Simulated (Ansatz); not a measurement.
# A series of single points on Rb

System: Rb (P6₃/mmc, 4 atoms in the cell).
Method: DFT, RPBE, plane waves (420 eV) with PAW, scalar-relativistic, no spin polarisation (Ansatz 0.2.0).

The 5 runs differ only in the geometry, by an even scaling of the cell at fixed fractional positions.

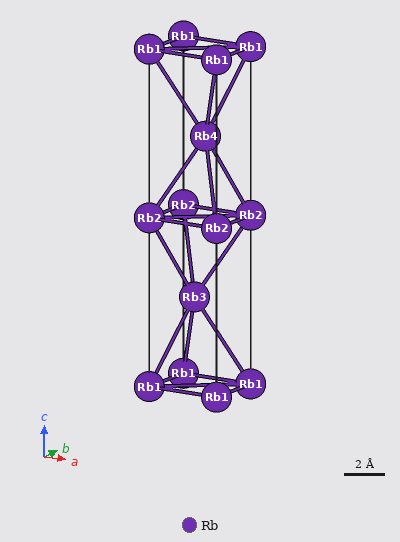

Figure 1. The structure of run 3 (ball-and-stick view of the cell of the calculation, seen slightly off an axis; atoms are numbered from 1 in the order of the input).

## Input of run 3
```yaml
crystal:
  lattice:
    - [5.2749236511, 0.0, 0.0]
    - [-2.6374618256, 4.5682178849, 0.0]
    - [0.0, 0.0, 17.4086940084]
  atoms:
    - { symbol: Rb, position: [0.0, 0.0, 0.0] }
    - { symbol: Rb, position: [0.0, 0.0, 0.5] }
    - { symbol: Rb, position: [0.3333333333, 0.6666666667, 0.25] }
    - { symbol: Rb, position: [0.6666666667, 0.3333333333, 0.75] }
hamiltonian:
  xc: rpbe
  pseudopotentials:
    kind: paw
    azcp:
      Rb: "pseudopotentials/Rb.paw.azcp"
basis:
  ecutwfc: 420
  fft_grid_basis: typed
kpoints:
  mp_grid: { grid: [8, 8, 2], shift: [0, 0, 0] }
magnetization:
  spin_polarized: false
scf:
  occupations: { method: fermi_dirac, width: 0.1 }
  lower_state_search: "off"
output:
  stress: true
```

Run 2 differs from it as follows:
```diff
-    - [5.2749236511, 0.0, 0.0]
-    - [-2.6374618256, 4.5682178849, 0.0]
-    - [0.0, 0.0, 17.4086940084]
+    - [5.1360448713, 0.0, 0.0]
+    - [-2.5680224357, 4.4479453335, 0.0]
+    - [0.0, 0.0, 16.9503559657]
```

## Results, with one run withheld

```csv
run,volume per atom (Å³),"free energy per atom, from the lowest run given (meV)",pressure (GPa)
1,88.740,13.18,0.39
2,96.807,?,?
3,104.874,0.00,−0.07
4,108.908,2.78,−0.14
5,112.942,7.20,−0.20
```

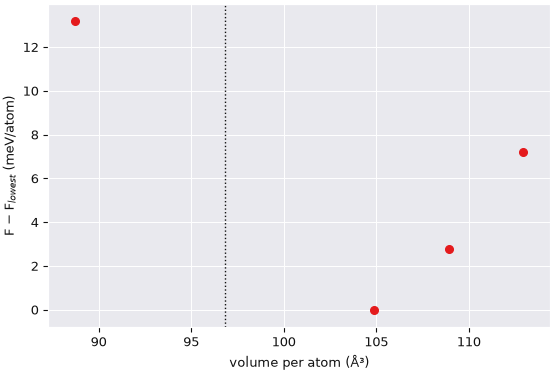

Figure 2. Free energy per atom of the runs given; the dotted line marks run 2.

What should run 2 give?

A quadratic polynomial in V^(−2/3) (the Birch–Murnaghan form), fitted to the 4 runs given, misses them by at most 0.01 meV per atom. With x = V^(−2/3) − 0.04547 Å⁻², it reads F = −0.63243 − 850.37 x + 7.7851e+05 x² (meV per atom). At run 2 it gives 0.69 meV per atom, and the run itself gives 0.77. The slope of the fit gives a pressure −dF/dV of 0.12 GPa there, and the run prints 0.12 GPa. The fit has its minimum at 101.306 Å³ per atom, where V d²F/dV² gives 2.32 GPa. Cell shape and fractional positions are held, so this is the stiffness under even scaling; the relaxed bulk modulus wasn't computed.

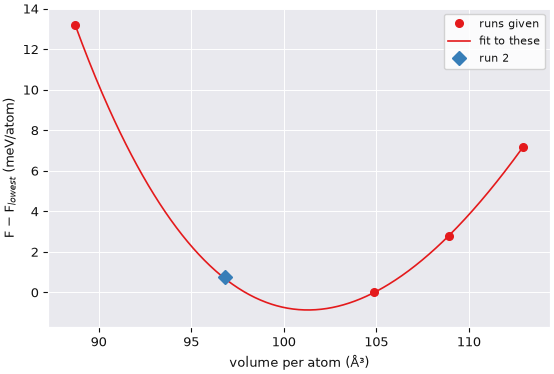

Figure 3. The fit and the withheld run.

## Output, shortened to warnings, some set-up lines, iterations and results (run 2)
```
Basis set: ecut = 420 eV, 7575 PW (Γ)
Symmetry: 24 space group operations
k-points: 20 of 128
Initial density: superposition of atomic densities (neutral atoms: chi_scale 0, normalization atom), corrected by the library's trained network
[...]
SCF iter   1: F=—  HF=-13096.575520 eV  |F-HF|=—  |Δ(HF+E_count)|=         —  Δρ=9.58e-4  dr2=2.37e-3  ethr=1.77e-3  ⟨swp⟩=7.7  Hψ=2087  notcnv=0
SCF iter   2: F=—  HF=-13096.577178 eV  |F-HF|=—  |Δ(HF+E_count)|=   1.66e-3  Δρ=6.72e-4  dr2=1.12e-3  ethr=6.59e-6  ⟨swp⟩=2.8  Hψ=1057  notcnv=0
SCF iter   3: F=—  HF=-13096.577777 eV  |F-HF|=—  |Δ(HF+E_count)|=   5.99e-4  Δρ=1.94e-4  dr2=1.08e-4  ethr=3.10e-6  ⟨swp⟩=2.1  Hψ=525  notcnv=0
SCF iter   4: F=—  HF=-13096.577800 eV  |F-HF|=—  |Δ(HF+E_count)|=   2.29e-5  Δρ=1.09e-4  dr2=5.81e-5  ethr=3.00e-7  ⟨swp⟩=1.1  Hψ=441  notcnv=0
SCF iter   5: F=—  HF=-13096.577754 eV  |F-HF|=—  |Δ(HF+E_count)|=   4.57e-5  Δρ=3.15e-5  dr2=9.64e-6  ethr=1.61e-7  ⟨swp⟩=1.9  Hψ=492  notcnv=0
SCF iter   6: F=—  HF=-13096.577756 eV  |F-HF|=—  |Δ(HF+E_count)|=   2.00e-6  Δρ=1.75e-5  dr2=1.45e-6  ethr=2.68e-8  ⟨swp⟩=2.0  Hψ=540  notcnv=0
SCF iter   7: F=—  HF=-13096.577756 eV  |F-HF|=—  |Δ(HF+E_count)|=   2.29e-7  Δρ=4.58e-6  dr2=2.08e-7  ethr=4.04e-9  ⟨swp⟩=1.9  Hψ=494  notcnv=0
SCF iter   8: F=—  HF=-13096.577756 eV  |F-HF|=—  |Δ(HF+E_count)|=   4.72e-8  Δρ=4.98e-6  dr2=1.17e-7  ethr=2.78e-10  ⟨swp⟩=4.2  Hψ=1579  notcnv=0
SCF iter   9: F=-13096.577756 eV  HF=-13096.577756 eV  |F-HF|=1.14e-9  |Δ(HF+E_count)|=   8.97e-9  Δρ=2.30e-6  dr2=2.22e-8  ethr=2.78e-10  ⟨swp⟩=3.9  Hψ=1315  notcnv=0
SCF 1 converged in 9 iterations: F = -13096.577756 eV  dr2 = 2.22e-8
SCF converged after 9 iterations
Free energy (F): -13096.577756 eV
Harris-Foulkes:  -13096.577756 eV  (|F-HF|=1.14e-9)
Internal energy: -13096.457896 eV  (E = F + TS)
E sigma→0 (E₀):  -13096.517826 eV
Entropy (-TS):   -0.119860 eV (-29.965 meV/atom)
Fermi energy:    1.805050 eV
--- Per-component energies (eV) ---
  E_band       = -482.942600
  E_kinetic    = 763.318275
  E_local      = -2882.372446  (includes V_loc(G=0)·N_el)
  E_nonlocal   = 689.571919
  E_hartree    = 816.354612
  E_xc         = -519.690707
  E_vxc        = -541.489859  (∫ρ·V_xc dr)
  E_paw        = -10496.060788  (= ΣΔE_a)
  E_vpaw       = -144.681720  (= ΣTr[D̂ρ^β])
  E_aug_tail   = -0.000003  (compensation charges beyond the density's cutoff)
  E_ewald      = -1467.314382
  E_core_change = -0.264377  (= ΣΔE_core)
  E_smearing   = -0.119860  (= −TS)
  E_closure    = -0.000000  (closes the sum)
  Σ components = -13096.577756   (vs F -13096.577756, Δ=0.00e0)
--- Stress (GPa, compression-positive) ---
        0.133761       0.000000       0.000000
        0.000000       0.133761       0.000000
        0.000000       0.000000       0.081048
  P = ⅓ Tr σ = 0.1162 GPa (1.162 kbar)
```
